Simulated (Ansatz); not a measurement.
Two G0W0 runs on P (aligned bilayer).

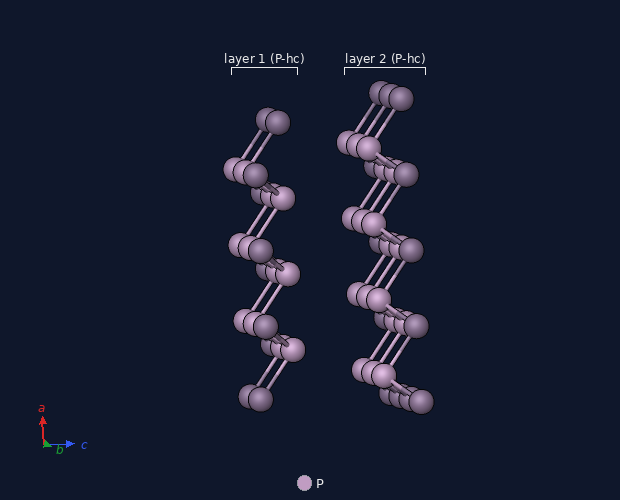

The structure (phosphorus pink). 3×2×1 cells are drawn. Some periodic images of atoms are drawn too.

The cell holds 4 atoms: 4 P. Cell: a = 3.270 Å, b = 3.270 Å, c = 34.800 Å, α = 90.0°, β = 90.0°, γ = 120.0°. Regions: layer 1 (P-hc), 2 atoms (2 P); layer 2 (P-hc), 2 atoms (2 P). Vacuum lies along c.

```xyz
4
Lattice="3.2700 0.0000 0.0000 -1.6350 2.8319 0.0000 0.0000 0.0000 34.8000" Properties=species:S:1:pos:R:3
P     0.0000    1.8879   15.7500
P     1.6350    0.9440   14.5100
P     1.6350    0.9440   20.2900
P     0.0000    0.0000   19.0500
```

The structure was relaxed with PBE-D3(BJ) (ions only). The runs that relaxed it are not among those shown.

The first (Ansatz 0.2.0; start PBE, 6×6×1 mesh, 298 empty bands, screening to 72 eV, PAW set soft_1 files; 1 × NVIDIA GB200 (shared by 2 runs) with 32 threads of Arm Neoverse V2, shared host) gave, on its mesh: starting gap 1.15 eV, G0W0 gap 2.15 eV, mean of 1 + 4πα/V (set by the cell height) 3.24, 5.3 s.

Question: The second changes empty bands from 298 to 120 and screening cutoff (eV) from 72.0 to 40. What does it give?

It gave: starting gap 1.15 eV, G0W0 gap 2.08 eV, mean of 1 + 4πα/V (set by the cell height) 3.30, 2.9 s. The G0W0 gap moves by −0.07 eV, +0.00 eV from the start and −0.07 eV from the correction. Σc changes by +0.30 eV at the valence top and +0.23 eV at the conduction bottom, and Σx − Vxc between them by +0.0001 eV.

Limits: not at the basis limit; coarse mesh for a sheet.

[Paths, hosts, dates, memory and timing lines, banners, echoed tables and standing remarks are left out of the program output.]

[Logs are printed without paths, hosts, clocks, repeated set-up lines and the standing remarks that a program may print on its own settings, such as how far it seeks lower states.]

[Runs of the session that timed out or met a known fault of the program may be left out.]

[Cells called generated may have been cut or substituted from an entry of the Crystallography Open Database or the Materials Project.]

[Hosts, paths, dates, database ids (printed as entryN), source tags and the programs' standing remarks are cut or masked in the printed files.]
